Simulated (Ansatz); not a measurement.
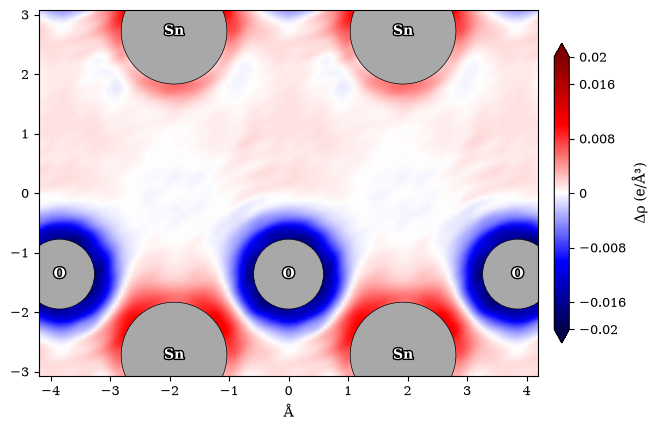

SnO. Difference of the valence pseudo-densities of two functionals at the same geometry, on the (11̄0) plane of the calculation cell: one of PBE and r2SCAN less the other.

Both computed with Ansatz (plane waves, PAW), on the same k-point mesh. Grey discs cover the atomic cores.

Q: Which was subtracted from which, and what does the map show?

A: It is PBE less r2SCAN. Against r2SCAN, PBE gives more density around Sn (+0.005 e/Å³ on average at 1.0 Å from the nucleus), less density around O (−0.013 e/Å³ on average at 0.7 Å from the nucleus) and a change of +0.005 e/Å³ at the midpoint of Sn–O.
